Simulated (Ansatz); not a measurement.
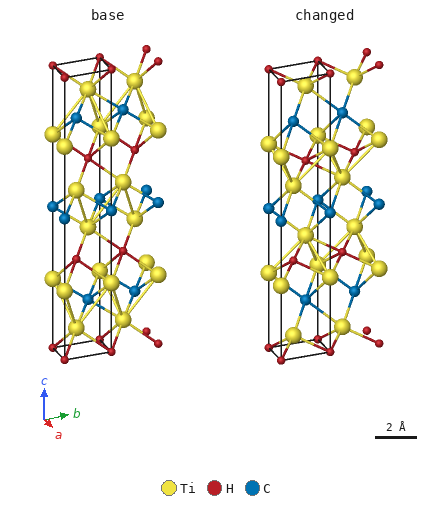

Left: a symmetric starting cell of Ti$_{2}$HC. Right: the same structure after one change, at the same scale. Style: ball-and-stick. Shown: the conventional cell (3 times the calculation's cell), repeated 1 × 2 × 1 with one cell outlined, slightly off an axis. Lengths and directions refer to the drawn axes.

Level of theory: Ansatz 0.2.0, DFT PBEsol, scalar-relativistic, plane waves, PAW. Settings: plane-wave cutoff 420 eV; k-point mesh 15 × 15 × 15; occupations gaussian; smearing width 0.1 eV; no spin polarisation.

Question: What distinguishes the right structure from the left one?

Answer: The cell is strained by −1.3 % along c and +4.7 % across it (volume +8.1 %) and the Ti atoms are displaced by 0.35 Å relative to the cell. No relaxation follows. The starting cell wasn't computed here and needn't be at equilibrium, so pressure and forces aren't due to the change alone.

Question: How do the computed properties respond?

Answer: The pressure is −18.8 GPa (not all of it need come from the change, since the unchanged cell can be under pressure at this level too). The principal stresses (compression positive) are −23.3 GPa along c and −16.5 GPa across it. The largest forces, 5.9 eV/Å, act on 2 Ti atoms of the calculation's cell. The forces point straight back along the displacements (cosine −1.00). Some distances before and after: Ti–Ti 2.853 → 3.444 Å, Ti–Ti 3.132 → 2.624 Å, C–Ti 2.105 → 2.365 Å, H–Ti 2.202 → 2.085 Å. The space group stays R-3m (No. 166).
